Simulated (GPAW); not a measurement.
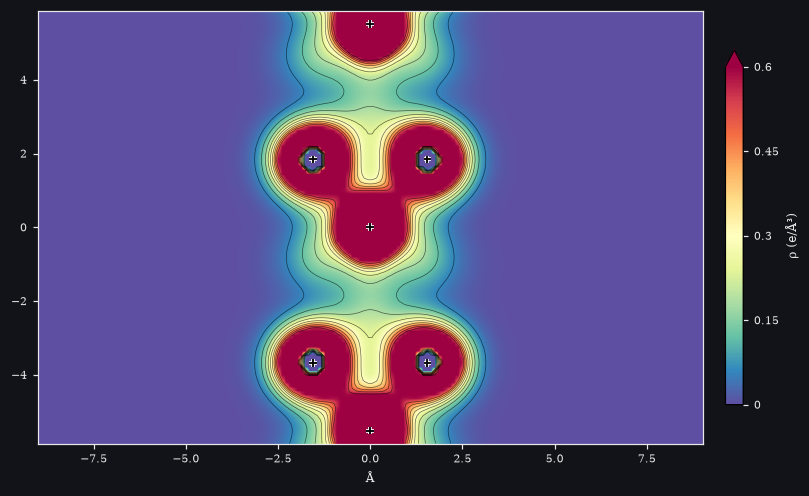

The valence electron density on a plane through atoms (crosses mark nuclei in the plane).

These are results of Kohn-Sham DFT of a periodic cell, PBEsol, PAW data sets made by gpaw-setup for the functional (GPAW 26.7.0), not measurements.

Candidates:
A. TaAs, a = 3.44 Å, b = 3.44 Å, c = 11.74 Å, α = 90.00°, β = 90.00°, γ = 90.00°. Space group I4₁md; a structure from a database of computed crystals, not necessarily the ambient phase; computed pressure about −3 GPa in this cell.
B. MoS$_{2}$, a = 3.18 Å, b = 3.18 Å, c = 17.33 Å, α = 90.00°, β = 90.00°, γ = 120.00°. Space group P-6m2; a structure from a database of computed crystals, not necessarily the ambient phase.
C. Ru, a = 2.71 Å, b = 2.71 Å, c = 4.28 Å, α = 90.00°, β = 90.00°, γ = 120.00°. Space group P6₃/mmc; computed pressure about −7 GPa in this cell.

> Which candidate gave the map?

Candidate B: MoS$_{2}$ on the (110) plane of the conventional cell, which holds Mo and S. Mo–S (2.41 Å): the density is about 0.6 e/Å³ at the midpoint.
